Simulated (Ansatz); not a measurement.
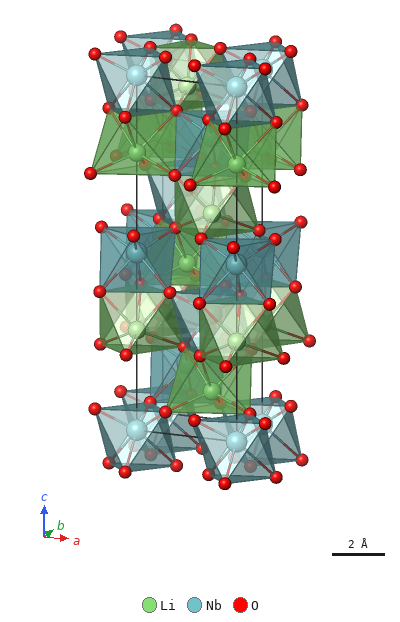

Figure 1. The input geometry (polyhedral view of the cell 3 times as large as that of the calculation, set on its symmetry axes, seen slightly off an axis; polyhedra are completed across the faces of the cell).

## LiNbO3: single-point calculation

LiNbO3 (R3c, 10 atoms in the cell), computed with DFT, PBE, plane waves, PAW, no spin polarisation (Ansatz 0.2.0).

The structure was built on a prototype by a generator; it need not be a known phase. The geometry comes from this level: r2SCAN. Figures and captions count atoms from 1; the log counts them from 0 in places.

### Input
```yaml
crystal:
  lattice:
    - [2.5687004035, 1.4830398694, 4.6282271812]
    - [-2.5687004035, 1.4830398694, 4.6282271812]
    - [0.0, -2.9660797388, 4.6282271812]
  atoms:
    - { symbol: Li, position: [0.7821703297, 0.7821703297, 0.7821703297] }
    - { symbol: Li, position: [0.2821703297, 0.2821703297, 0.2821703297] }
    - { symbol: Nb, position: [0.5001763109, 0.5001763109, 0.5001763109] }
    - { symbol: Nb, position: [1.0001763109, 1.0001763109, 0.0001763109] }
    - { symbol: O, position: [0.6079877655, 0.2196418006, 0.8620237934] }
    - { symbol: O, position: [0.8620237934, 0.6079877655, 0.2196418006] }
    - { symbol: O, position: [0.1079877655, 0.3620237934, 0.7196418006] }
    - { symbol: O, position: [0.2196418006, 0.8620237934, 0.6079877655] }
    - { symbol: O, position: [0.7196418006, 0.1079877655, 0.3620237934] }
    - { symbol: O, position: [0.3620237934, 0.7196418006, 0.1079877655] }
kpoints:
  mp_grid: { grid: [6, 6, 6] }
  band_path:
    path:
      - [0.0, 0.0, 0.0]
      - [-0.5, -0.5, -0.5]
      - [-0.5, -0.2351184957, -0.7648815043]
      - [-0.2351184957, 0.2351184957, -0.5]
      - [0.0, 0.0, -0.5]
      - [0.0, 0.3675592478, -0.3675592478]
      - [-0.3675592478, 0.0, -0.6324407522]
      - [-0.5, 0.0, -0.5]
      - [0.135417, 0.135417, 0.135417]
      - [0.0, 0.380208, -0.380208]
    npoints: 1
hamiltonian:
  xc: pbe
scf:
  occupations: { method: fixed }
  n_extra_bands: 6
output:
  forces: true
  stress: true
  eigenvalues: true
```

Machine: 2 threads of Arm Neoverse V2, 24 GiB of memory available, shared host.

Launched with:
```bash
ansatz run input.yaml --threads 2 --pin off --max-ram 3686MiB --backend cpu --events-out ev --progress --plain --runs-dir out
```

### Log
```
scf.n_extra_bands = 6 over 34 filled bands (N_el = 68.0): the run solves 40 bands
Engine: ansatz 0.2.0, aarch64-unknown-linux-gnu
Pseudopotentials: kind: paw
Pseudopotential: Li, paw, valence charge 3, recommended cutoff 420 eV (normal), Li.paw.azcp
Pseudopotential: Nb, paw, valence charge 13, recommended cutoff 420 eV (normal), Nb.paw.azcp
Pseudopotential: O, paw, valence charge 6, recommended cutoff 420 eV (normal), O.paw.azcp
Functional definition: PBE
  parameter kappa = 0.804
  parameter beta = 0.06672455060314922
  exchange = pbe_x(kappa = kappa, mu = beta*pi^2/3)
  correlation = pbe_c(beta = beta)
Crystal: 10 atoms, lattice volume = 105.787 Å³
Basis set: ecut = 420 eV, 2079 PW (Γ), exchange–correlation on 80×80×80 points (8 copies of the dense FFT grid, shifted against one another)
Bands: 40, of which v1, the nominal top of the filled ones, is band 34 counted from 1 (33 counted from 0)
Symmetry: 6 space group operations
Space group: R3c (ITA 161), of the structure as read, at distance tolerance 4.7e-5 Å
k-points: 32 of 216 (time reversal used)
Non-local potential: Li, projectors of the file, l = 0: 3, l = 1: 2, l = 2: 1
Non-local potential: Nb, projectors of the file, l = 0: 3, l = 1: 2, l = 2: 2, l = 3: 1
Non-local potential: O, projectors of the file, l = 0: 2, l = 1: 2, l = 2: 1
PAW form: soft (Blöchl's): semilocal exchange-correlation on the pseudo side does not see the compensation charge
PAW one-centre angular grid: Li, 110 points (default); XC on 64 Gauss nodes
PAW one-centre angular grid: Nb, 590 points (default); XC on 64 Gauss nodes
PAW one-centre angular grid: O, 110 points (default); XC on 64 Gauss nodes
Initial density: superposition of atomic densities (neutral atoms: chi_scale 0, normalization atom), corrected by the library's trained network
Initial wavefunctions: pseudopotential atomic-orbital guess
Functional: x = pbe(κ = 0.804, μ = 0.2195149727645171), c = pbe(β = 0.06672455060314922)
SCF iter   1: F=—  HF=-12929.443557 eV  |F-HF|=—  |Δ(HF+E_count)|=         —  Δρ=1.57e-3  dr2=8.10e-4  ethr=1.77e-3  ⟨swp⟩=5.0  Hψ=4476  notcnv=0  defer=126
preconditioner: auto → Resta (q_TF=auto, 2.535 Å⁻¹)  ε∞=7.1  [insulator: Δε(μ)=3.619 eV  Ē_g=10.135 eV  n_scr=26 (ndim 8)  ℏωp=25.0 eV  f_vac=0.018  ε∞_Penn≈7.1]
SCF iter   2: F=—  HF=-12929.445218 eV  |F-HF|=—  |Δ(HF+E_count)|=   1.66e-3  Δρ=8.57e-4  dr2=2.49e-4  ethr=1.19e-6  ⟨swp⟩=2.3  Hψ=2654  notcnv=0  defer=128
SCF iter   3: F=—  HF=-12929.445927 eV  |F-HF|=—  |Δ(HF+E_count)|=   7.09e-4  Δρ=3.61e-4  dr2=1.21e-4  ethr=3.67e-7  ⟨swp⟩=2.0  Hψ=2063  notcnv=0  defer=128
SCF iter   4: F=—  HF=-12929.445937 eV  |F-HF|=—  |Δ(HF+E_count)|=   9.48e-6  Δρ=7.47e-5  dr2=6.86e-6  ethr=1.78e-7  ⟨swp⟩=2.0  Hψ=1736  notcnv=0  defer=59
SCF iter   5: F=—  HF=-12929.445933 eV  |F-HF|=—  |Δ(HF+E_count)|=   3.44e-6  Δρ=2.53e-5  dr2=9.16e-7  ethr=1.01e-8  ⟨swp⟩=2.1  Hψ=1806  notcnv=0  defer=57
SCF iter   6: F=-12929.445934 eV  HF=-12929.445934 eV  |F-HF|=8.58e-8  |Δ(HF+E_count)|=   8.45e-7  Δρ=8.63e-6  dr2=8.06e-8  ethr=1.47e-10  ⟨swp⟩=8.8  Hψ=6024  notcnv=0
SCF 1 converged in 6 iterations: F = -12929.445934 eV  dr2 = 8.06e-8
  greatest PAW one-centre occupation: 1.000 electrons in one spin orbital (limit 2), on the Li atom at site 1 (counted from 0), in its partial waves of l = 0
NSCF: frozen V_eff on 10 k-points
SCF converged after 6 iterations
Free energy (F): -12929.445934 eV
Harris-Foulkes:  -12929.445934 eV  (|F-HF|=8.58e-8)
Internal energy: -12929.445934 eV  (E = F + TS)
E sigma→0 (E₀):  -12929.445934 eV
Fermi energy:    7.297671 eV
--- Per-component energies (eV) ---
  E_band       = -519.167171
  E_kinetic    = 1887.957778
  E_local      = -4261.437548  (includes V_loc(G=0)·N_el)
  E_nonlocal   = 450.360661
  E_hartree    = 1438.652156
  E_xc         = -818.353068
  E_vxc        = -1022.192790  (∫ρ·V_xc dr)
  E_paw        = -7134.287507  (= ΣΔE_a)
  E_vpaw       = -451.169191  (= ΣTr[D̂ρ^β])
  E_aug_tail   = 0.014807  (compensation charges beyond the density's cutoff)
  E_ewald      = -4492.353214
  E_smearing   = -0.000000  (= −TS)
  E_closure    = -0.000000  (closes the sum)
  Σ components = -12929.445934   (vs F -12929.445934, Δ=0.00e0)
--- Forces (eV/Å), atoms counted from 1 ---
  atom   1  Li     0.00000000     0.00000000    -0.01063256
  atom   2  Li     0.00000000     0.00000000    -0.01063256
  atom   3  Nb     0.00000000    -0.00000000    -0.08104205
  atom   4  Nb    -0.00000000     0.00000000    -0.08104205
  atom   5  O      0.01679099    -0.11373373     0.03057468
  atom   6  O      0.09010081     0.07140829     0.03057468
  atom   7  O     -0.09010081     0.07140829     0.03057468
  atom   8  O     -0.10689180     0.04232544     0.03057468
  atom   9  O     -0.01679099    -0.11373373     0.03057468
  atom  10  O      0.10689180     0.04232544     0.03057468
  max |Σ_I F_I| component: 9.88e-5 eV/Å
--- Stress (GPa, compression-positive) ---
        4.323973       0.000000       0.000000
        0.000000       4.323973      -0.000000
       -0.000000      -0.000000       4.119885
  P = ⅓ Tr σ = 4.2559 GPa (42.559 kbar)
--- Band table (eV; the first three rows and the last of 32) ---
  k-point 0: bands = ["-46.8141", "-46.7989", "-35.2138", "-35.2110", "-23.1435", "-23.1435", "-23.0602", "-22.9852", "-22.9852", "-22.8726", "-9.6490", "-8.9765", "-8.9765", "-8.0886", "-7.8664", "-7.8664", "2.9129", "2.9129", "3.0843", "3.1684", "3.1684", "4.1012", "5.2031", "5.2867", "5.2867", "6.0476", "6.4112", "6.4112", "6.6015", "6.6015", "6.6370", "6.7821", "7.2883", "7.2883", "10.9445", "10.9445", "11.4000", "12.4578", "12.4578", "12.6287"]
  k-point 1: bands = ["-46.8131", "-46.7999", "-35.2136", "-35.2112", "-23.1348", "-23.1335", "-23.0473", "-22.9974", "-22.9964", "-22.8851", "-9.5398", "-8.9171", "-8.9142", "-8.1602", "-7.9737", "-7.9535", "2.8334", "2.9317", "3.2417", "3.4167", "3.4511", "4.1515", "4.8832", "5.0057", "5.0851", "6.0414", "6.1739", "6.4579", "6.5063", "6.7636", "6.7998", "6.8740", "7.1512", "7.2059", "10.9808", "10.9946", "11.3983", "12.3638", "12.6047", "12.6112"]
  k-point 2: bands = ["-46.8103", "-46.8026", "-35.2132", "-35.2118", "-23.1094", "-23.1057", "-23.0298", "-23.0266", "-23.0126", "-22.9192", "-9.2397", "-8.7582", "-8.7430", "-8.3838", "-8.2278", "-8.1762", "2.9607", "3.1268", "3.5024", "3.8953", "3.9778", "4.2101", "4.2268", "4.6103", "4.8627", "5.4953", "5.8786", "6.1911", "6.7290", "6.8076", "6.8253", "6.9447", "7.0790", "7.2153", "10.9956", "11.2225", "11.7297", "12.0108", "12.5190", "12.5526"]
  k-point 31: bands = ["-46.8065", "-46.8065", "-35.2124", "-35.2124", "-23.0658", "-23.0658", "-23.0658", "-23.0658", "-22.9696", "-22.9696", "-8.9097", "-8.9097", "-8.4498", "-8.4498", "-8.4498", "-8.4498", "3.8365", "3.8365", "3.8365", "3.8365", "4.0537", "4.0537", "4.6607", "4.6607", "4.6607", "4.6607", "5.0702", "5.0702", "6.6655", "6.6655", "6.9919", "6.9919", "6.9919", "6.9919", "11.9597", "11.9597", "12.1613", "12.1613", "12.1613", "12.1613"]
```

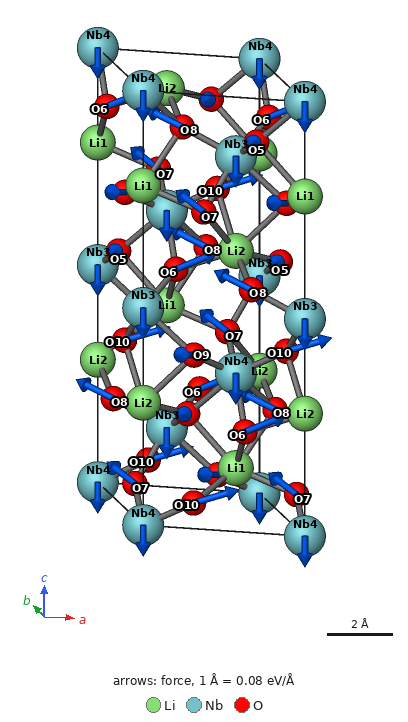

Figure 2. Forces on the atoms as blue arrows (ball-and-stick view of the cell 3 times as large as that of the calculation, set on its symmetry axes, seen slightly off an axis; atoms are numbered from 1 in the order of the input). The largest act on all 6 O atoms (0.12 eV/Å); Nb3, Nb4 (0.08 eV/Å). The geometry is not a stationary point of this energy.

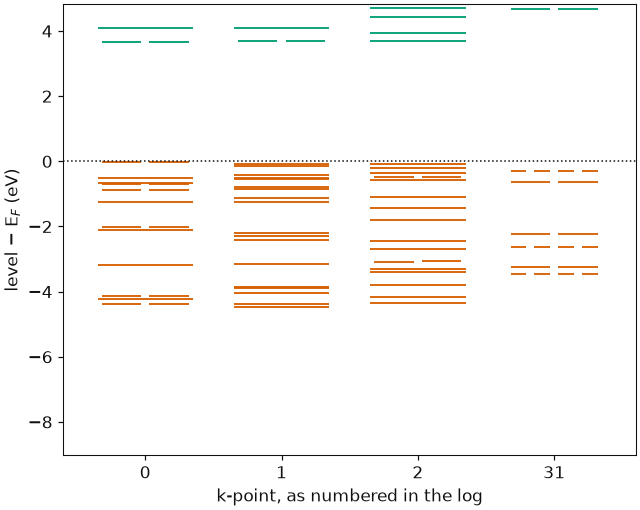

Figure 3. Kohn–Sham levels near the Fermi level (dotted) at the few k-points that the log prints; levels within 0.02 eV of each other stand side by side. Among these points the highest filled and lowest empty levels are 3.66 eV apart; the gap on the full mesh, 3.62 eV, has an edge at a point that isn't printed.

### Key numbers

```csv
quantity,value
outcome,converged
space group (tolerance 0.01 Å),R3c (161)
electrons treated,68
free energy,−12929.4459 eV
Fermi energy,7.298 eV
gap on the k-point mesh,3.62 eV
pressure,4.26 GPa
largest force (length of the vector),0.119 eV/Å
wall time,6.9 s (CPU time 14 s)
peak memory,0.39 GiB
```
